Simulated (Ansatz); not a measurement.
## Electronic structure of Co₃O₄ in real space

The calculation's input:

```
crystal:
  lattice:
    - [-2.8227763676, 2.8228205777, 3.9918365944]
    - [2.8227763676, -2.8228205777, 3.9918365944]
    - [2.8227763676, 2.8228205777, -3.9918365944]
  atoms:
    - { symbol: Co, position: [0.1249978505, 0.8749978505, 0.25], spin: 2.31 }
    - { symbol: Co, position: [0.8750021495, 0.1250021495, 0.75], spin: 2.31 }
    - { symbol: Co, position: [0.5, 0.5, 0.5], spin: 0.13 }
    - { symbol: Co, position: [0.5, 0.0, 0.0], spin: 0.13 }
    - { symbol: Co, position: [0.0, 0.5, 0.5], spin: 0.13 }
    - { symbol: Co, position: [0.5, 0.5, 0.0], spin: 0.13 }
    - { symbol: O, position: [0.7126582783, 0.7375620794, 0.9750961989] }
    - { symbol: O, position: [0.7375623406, 0.7126580625, 0.4750957219] }
    - { symbol: O, position: [0.2624376594, 0.7375333813, 0.9750957219] }
    - { symbol: O, position: [0.2624376594, 0.2873419375, 0.5249042781] }
    - { symbol: O, position: [0.2624658804, 0.7375620794, 0.5249038011] }
    - { symbol: O, position: [0.7375623406, 0.2624666187, 0.0249042781] }
    - { symbol: O, position: [0.2873417217, 0.2624379206, 0.0249038011] }
    - { symbol: O, position: [0.7375341196, 0.2624379206, 0.4750961989] }
basis:
  ecutwfc: 420
kpoints:
  mp_grid: { grid: [10, 10, 10] }
  band_path:
    path:
      - [[0.0, 0.0, 0.0], [0.50000849, -0.50000849, 0.0], [0.6250062, -0.37501469, 6.37e-06]]
      - [[0.37501224, -0.37501224, 0.37500637], [0.0, 0.0, 0.0], [0.49999967, -1.665e-05, 1.273e-05], [0.5000124, -0.5000124, 0.25000424], [0.50000849, -0.50000849, 0.0]]
    npoints: 10
hamiltonian:
  xc: pbesol
scf:
  occupations: { method: gaussian, width: 0.01 }
  n_extra_bands: 35
output:
  forces: true
  stress: true
  eigenvalues: true
  populations: true
  dos: { projected: true, de: 0.02, nscf_kmesh: { grid: [15, 15, 15] } }
  bader: false
  write_density: true
  write_potential: true
  elf: true
  volumetric_format: npy
magnetization:
  spin_polarized: true
checkpoint:
  read: start.run
  write: ck
  compress: false
  write_wavefunctions: false
  write_every: 100000
```

Run with:

```sh
ansatz run input.yaml --threads 4 --pin off --max-ram 10240MiB --backend cpu --events-out ev --progress --plain --runs-dir out
```

Below, planes, directions and counts refer to the conventional cell (a = 7.98 Å, b = 7.98 Å, c = 7.98 Å, α = 90.00°, β = 90.00°, γ = 90.00°).

Space group Fd-3m; a structure from a database of computed crystals, not necessarily the ambient phase; the program warned that this state isn't the lowest known; spin-polarised.

Level of theory: DFT PBEsol, scalar-relativistic, plane waves, PAW (Ansatz).

In a PAW calculation such maps are meaningful between the atoms, not at the nuclei.

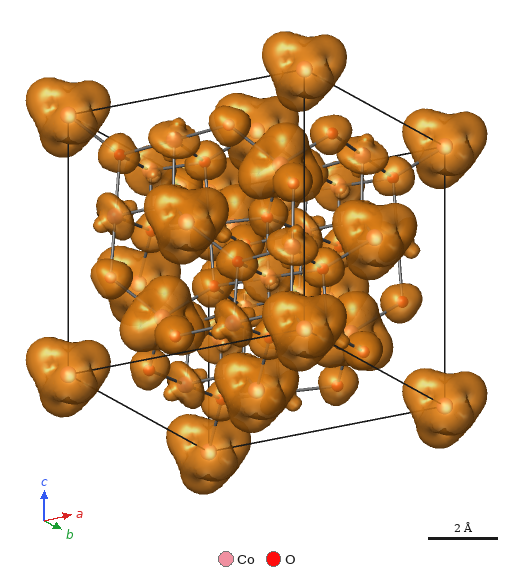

Figure 1. Isosurface of the magnetisation density (up minus down) at +0.03 e/Å³ (orange), seen at an oblique angle. Sticks mark near contacts.

Which atoms carry the moments, and with what signs?

Answer. The spin density sits on Co: +2.1 μB (×8) in one cell of 56 atoms, with smaller moments on other sites: Co (up to +0.12 μB) and O (up to +0.08 μB): parallel main moments (a ferromagnetic arrangement) in this solution. The cell of the calculation (14 atoms) carries 6.0 μB of net spin moment.

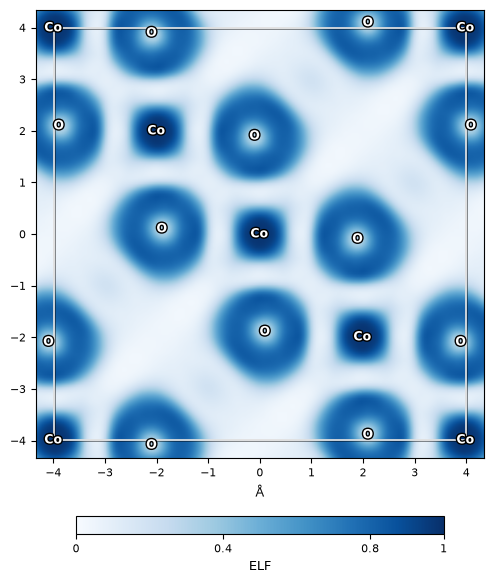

Figure 2. Electron localisation function on the (100) plane of the conventional cell.

Describe what can be read from this map.

Answer. Atoms in the plane: Co and O. Co–O (1.90 Å): the ELF peaks at about 0.85 in the valence shell of O, 0.6 Å from its nucleus, and is about 0.20 at the midpoint; no shared electron pair shows on this line. The features right at Co lie inside the PAW spheres, where the map follows smoothed inner orbitals and isn't to be read closely.

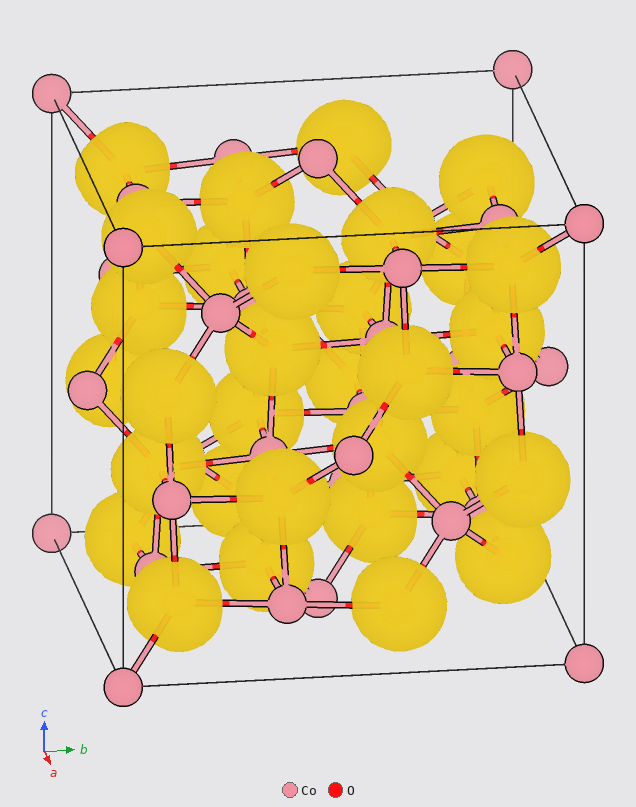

Figure 3. Isosurface of the electron localisation function at 0.65 (yellow), seen at an oblique angle. Core shells and regions of very low density are left out. Sticks mark near contacts.

Identify the bonds, lone pairs and shells in this picture.

Answer. At this value the surface marks out 32 regions wrapped around O (the valence shell of each), counted in one cell of 56 atoms. Any copies at cell faces, edges or corners count once.
